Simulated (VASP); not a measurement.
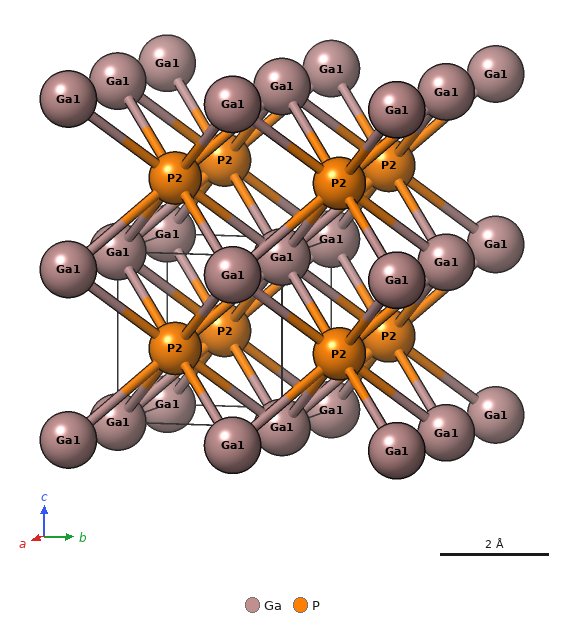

The structure as given in the input (ball-and-stick view of the cell of the calculation, repeated 2 × 2 × 2, seen slightly off an axis; atoms are numbered from 1 in the order of the input).

## Single-point calculation of GaP

GaP (Pm-3m, 2 atoms in the cell), computed with DFT, plane waves, PAW, settings varied from a PBEsol run (VASP 6.6.1).

The structure was built on a prototype by a generator. The run did not end well. The geometry comes from this level: r2SCAN.

**INCAR**
```
ENCUT = 520.000000
SIGMA = 0.020000
EDIFF = 1.00e-07
GGA = PS
PREC = Accurate
IBRION = -1
ISIF = 2
ISMEAR = -1
NBANDS = 16
NSW = 0
LASPH = .TRUE.
LCHARG = .FALSE.
LWAVE = .FALSE.
LREAL = .FALSE.
NELM = 4
```

**KPOINTS**
```
KPOINTS created by Atomic Simulation Environment
0
Gamma
8 8 8
0 0 0
```

**POSCAR**
```
Ga P
 1.0000000000000000
     3.1864348745051778    0.0000000000000000    0.0000000000000000
    -0.0000000000000000    3.1864348745051778    0.0000000000000000
     0.0000000000000000    0.0000000000000000    3.1864348745051778
 Ga  P
   1   1
Cartesian
  0.0000000000000000  0.0000000000000000  0.0000000000000000
  1.5932174372525889  1.5932174372525889  1.5932174372525889
```

Command:
```bash
mpirun -np 1 vasp_std
```

**OSZICAR**
```
N       E                     dE             d eps       ncg     rms          rms(c)
DAV:   1     0.673026644733E+02    0.67303E+02   -0.91335E+03  1224   0.175E+03
DAV:   2    -0.434085707565E+01   -0.71644E+02   -0.68208E+02  1256   0.283E+02
DAV:   3    -0.862652503609E+01   -0.42857E+01   -0.42654E+01  1440   0.555E+01
DAV:   4    -0.867708362989E+01   -0.50559E-01   -0.50545E-01  1344   0.617E+00
   1 F= -.86770836E+01 E0= -.86763857E+01  d E =-.139579E-02
```

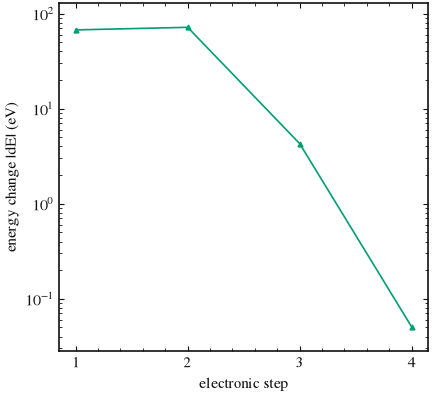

Convergence of the self-consistent field: energy change |dE| against the electronic step. It takes 4 electronic steps.

**Parts of OUTCAR**
```
k-points           NKPTS =     35   k-points in BZ     NKDIM =     35   number of bands    NBANDS=     16

   NELECT =      18.0000    total number of electrons

   dimension x,y,z NGX =    24 NGY =   24 NGZ =   24
   dimension x,y,z NGXF=    48 NGYF=   48 NGZF=   48

  energy-cutoff  :      520.00
  volume of cell :       32.35
      direct lattice vectors                 reciprocal lattice vectors
     3.186434875  0.000000000  0.000000000     0.313830359  0.000000000  0.000000000
     0.000000000  3.186434875  0.000000000     0.000000000  0.313830359  0.000000000
     0.000000000  0.000000000  3.186434875     0.000000000  0.000000000  0.313830359

 k-points in reciprocal lattice and weights: KPOINTS created by Atomic Simulation Env
   0.00000000  0.00000000  0.00000000       0.002
   0.12500000  0.00000000  0.00000000       0.012
   0.25000000  0.00000000  0.00000000       0.012
   0.37500000  0.00000000  0.00000000       0.012
   0.50000000  0.00000000  0.00000000       0.006
   0.12500000  0.12500000  0.00000000       0.023
   0.25000000  0.12500000  0.00000000       0.047
   0.37500000  0.12500000  0.00000000       0.047
   0.50000000  0.12500000  0.00000000       0.023
   0.25000000  0.25000000  0.00000000       0.023
   0.37500000  0.25000000  0.00000000       0.047
   0.50000000  0.25000000  0.00000000       0.023
   0.37500000  0.37500000  0.00000000       0.023
   0.50000000  0.37500000  0.00000000       0.023
   0.50000000  0.50000000  0.00000000       0.006
   0.12500000  0.12500000  0.12500000       0.016
   0.25000000  0.12500000  0.12500000       0.047
   0.37500000  0.12500000  0.12500000       0.047
   0.50000000  0.12500000  0.12500000       0.023
   0.25000000  0.25000000  0.12500000       0.047
   0.37500000  0.25000000  0.12500000       0.094
   0.50000000  0.25000000  0.12500000       0.047
   0.37500000  0.37500000  0.12500000       0.047
   0.50000000  0.37500000  0.12500000       0.047
   0.50000000  0.50000000  0.12500000       0.012
   0.25000000  0.25000000  0.25000000       0.016
   0.37500000  0.25000000  0.25000000       0.047
   0.50000000  0.25000000  0.25000000       0.023
   0.37500000  0.37500000  0.25000000       0.047
   0.50000000  0.37500000  0.25000000       0.047
   0.50000000  0.50000000  0.25000000       0.012
   0.37500000  0.37500000  0.37500000       0.016
   0.50000000  0.37500000  0.37500000       0.023
   0.50000000  0.50000000  0.37500000       0.012
   0.50000000  0.50000000  0.50000000       0.002

 E-fermi :   7.4510

 k-point     1 :       0.0000    0.0000    0.0000
  band No.  band energies     occupation
      1      -6.5436      2.00000
      2      -6.3798      2.00000
      3      -6.3798      2.00000
      4      -6.2113      2.00000
      5      -6.2113      2.00000
      6      -6.2112      2.00000
      7       6.5430      2.00000
      8       6.5431      2.00000
      9       6.5431      2.00000
     10       6.6561      2.00000
     11      11.6832      0.00000
     12      11.6832      0.00000
     13      18.4104      0.00000
     14      18.4185      0.00000
     15      18.4503      0.00000
     16      21.4218      0.00000

 k-point     2 :       0.1250    0.0000    0.0000
  band No.  band energies     occupation
      1      -6.3768      2.00000
      2      -6.3738      2.00000
      3      -6.3222      2.00000
      4      -6.2222      2.00000
      5      -6.2221      2.00000
      6      -6.2101      2.00000
      7       4.2760      2.00000
      8       6.7409      2.00000
      9       6.7411      2.00000
     10       7.9660      0.00000
     11      11.8653      0.00000
     12      13.0848      0.00000
     13      17.1721      0.00000
     14      17.1729      0.00000
     15      17.5830      0.00000
     16      21.5834      0.00000

 k-point     3 :       0.2500    0.0000    0.0000
  band No.  band energies     occupation
      1      -6.3695      2.00000
      2      -6.3252      2.00000
      3      -6.2481      2.00000
      4      -6.2480      2.00000
      5      -6.2073      2.00000
      6      -5.7156      2.00000
      7       1.8004      2.00000
      8       7.3013      1.99888
      9       7.3013      1.99887
     10       8.8401      0.00000
     11      12.3929      0.00000
     12      14.5169      0.00000
     13      15.0963      0.00000
     14      15.0974      0.00000
     15      17.5436      0.00000
     16      20.1524      0.00000

 k-point     4 :       0.3750    0.0000    0.0000
  band No.  band energies     occupation
      1      -6.3623      2.00000
      2      -6.2840      2.00000
      3      -6.2737      2.00000
      4      -6.2735      2.00000
      5      -6.2043      2.00000
      6      -4.7936      2.00000
      7      -0.3102      2.00000
      8       8.0742      0.00000
      9       8.0744      0.00000
     10       9.8879      0.00000
     11      12.9930      0.00000
     12      13.1570      0.00000
     13      13.2897      0.00000
     14      13.2898      0.00000
     15      18.0693      0.00000
     16      21.0369      0.00000

 k-point     5 :       0.5000    0.0000    0.0000
  band No.  band energies     occupation
      1      -6.3593      2.00000
      2      -6.2843      2.00000
      3      -6.2843      2.00000
      4      -6.2670      2.00000
      5      -6.2032      2.00000
      6      -4.1356      2.00000
      7      -1.3722      2.00000
      8       8.5365      0.00000
      9       8.5365      0.00000
     10      11.0461      0.00000
     11      11.5398      0.00000
     12      12.4707      0.00000
     13      12.4707      0.00000
     14      13.6478      0.00000
     15      17.1379      0.00000
     16      22.4105      0.00000

 [... the levels of 29 k-points are left out ...]

 k-point    35 :       0.5000    0.5000    0.5000
  band No.  band energies     occupation
      1      -6.3995      2.00000
      2      -6.3995      2.00000
      3      -6.3995      2.00000
      4      -6.1238      2.00000
      5      -6.1238      2.00000
      6      -0.5872      2.00000
      7       4.3948      2.00000
      8       4.3948      2.00000
      9       4.3948      2.00000
     10       6.3019      2.00000
     11       6.6573      2.00000
     12       6.6573      2.00000
     13       6.6573      2.00000
     14      26.4446      0.00000
     15      26.5596      0.00000
     16      28.0813      0.00000

  Total      -14.2143906    -14.2143906    -14.2143906      0.0000000     -0.0000000      0.0000000
  in kB     -703.9206231   -703.9206231   -703.9206231      0.0000000     -0.0000000      0.0000000
  external PRESSURE =    -703.9206231 kB  Pullay stress =       0.0000000 kB

 POSITION                                       TOTAL-FORCE (eV/Angst)
 -----------------------------------------------------------------------------------
      0.00000      0.00000      0.00000         0.000000      0.000000      0.000000
      1.59322      1.59322      1.59322         0.000000      0.000000      0.000000
 -----------------------------------------------------------------------------------
    total drift:                                0.000000      0.000000     -0.000000

  FREE ENERGIE OF THE ION-ELECTRON SYSTEM (eV)
  ---------------------------------------------------
  free  energy   TOTEN  =        -8.6770836299 eV

  energy  without entropy=       -8.6756878426  energy(sigma->0) =       -8.67638574
```

**Outcome**

```tsv
quantity	value
outcome	not converged
space group (tolerance 0.01 Å)	Pm-3m (221)
hardware	1 CPU thread, shared host
wall time	1.9 s
peak memory	0.14 GiB
```

Some settings of this run were drawn to be unusual or wrong (NELM = 4). The run did not converge. Its last values are not results.
